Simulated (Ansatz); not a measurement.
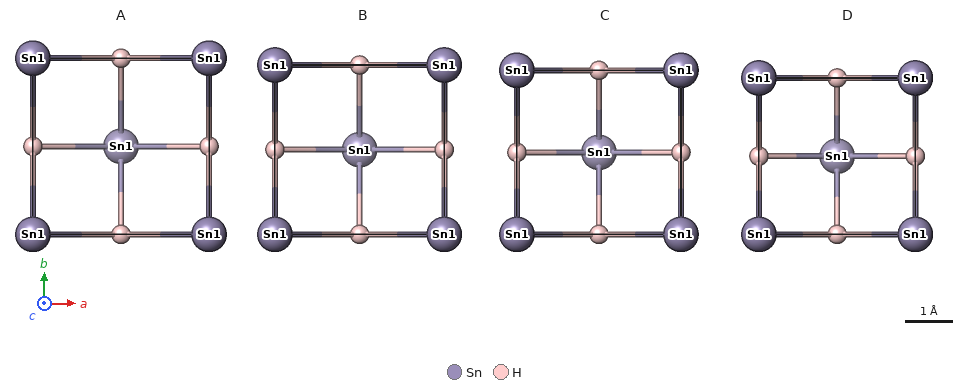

4 geometries from one relaxation of crystalline SnH2 (set up in I4/mmm) (coarse preliminary run), in shuffled order. The picture is a ball-and-stick view of the conventional cell (2 times the calculation's cell), seen along the c axis. Lengths and directions refer to the drawn axes.

Case: 2 H put on empty site 2 of 1 host cells, relaxed.

Computed with Ansatz 0.2.0, DFT PBE, scalar-relativistic, plane waves, PAW. (plane-wave cutoff 420 eV; k-point mesh 8 × 8 × 8; occupations gaussian; smearing width 0.1 eV; no spin polarisation; cell and atoms relaxed; force threshold 0.0325 eV/Å; at most 70 steps)

Q: Put them in the order of the run, from the start to the converged end.

A: D, C, B, A. They are steps 0, 1, 2, 8, at +240 meV per atom, +71.6 meV per atom, +15.3 meV per atom relative to the last. The energy falls by 240 meV per atom in 6 accepted moves (8 points after the start). All forces vanish by symmetry, so only the cell relaxes. The pressure goes from 27.72 to 0.02 GPa. At 2 points the geometry stayed and the basis and grid were re-selected for the new cell (energy shift of 6.4 meV per atom at most each time). The atoms keep their places relative to the cell (all moves are under 0.005 Å). Cell: a = b 3.350 → 3.773 Å (+12.6 %), c 4.996 → 5.372 Å (+7.5 %). Volume +36.4 %. Some distances before and after: H–Sn 2.090 → 2.316 Å. The space group stays I4/mmm (No. 139). The run took 7.7 s on 2 threads of Arm Neoverse V1, with other jobs on the host, peak memory 0.32 GiB.
